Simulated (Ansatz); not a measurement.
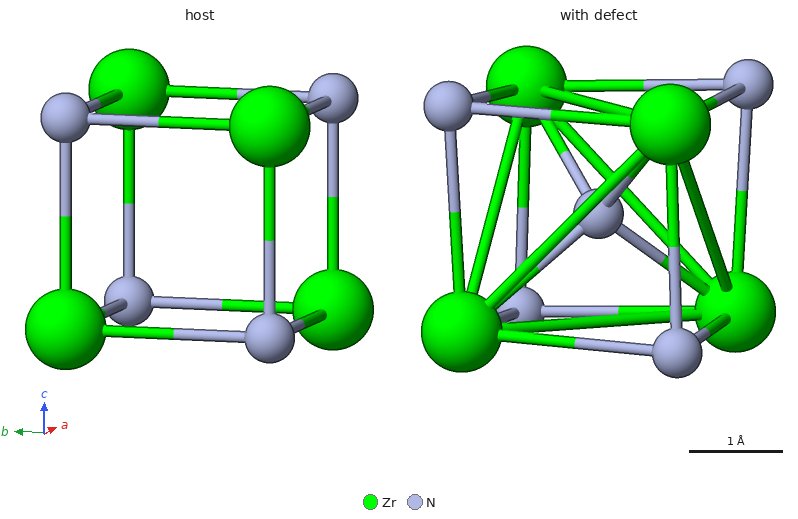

Left: perfect ZrN. Right: the same region with one point defect, after relaxing the atoms in a supercell of 16 sites. A ball-and-stick model of the atoms within 3.3 Å of one point, seen from a free direction.

All numbers below come from DFT PBE, scalar-relativistic, plane waves, PAW (Ansatz). Set-up: plane-wave cutoff 420 eV; k-point mesh 1 × 1 × 1; occupations gaussian; smearing width 0.1 eV; no spin polarisation. The cell is small and the k-mesh coarse, so the numbers are rough. The axes drawn are those of the host's conventional cell.

Which defect is it?

Answer. An extra nitrogen atom is put between the host's atoms (an interstitial).

The charge state of the cell is 0.

How does the lattice respond?

Answer. The N atom starts with 4 N at 1.99 Å, 4 Zr at 1.99 Å around its place and ends with 4 Zr at 2.04 Å, 4 N at 2.23 Å. Of the host's atoms, a nitrogen atom moves furthest from its site, by 0.24 Å. Relaxing the atoms from the host's sites lowers the energy by 2.50 eV. At a tolerance of 0.02 Å the relaxed supercell has space group F-43m.

Limits of the set-up: the k-point mesh is coarse for a cell with partly filled bands.
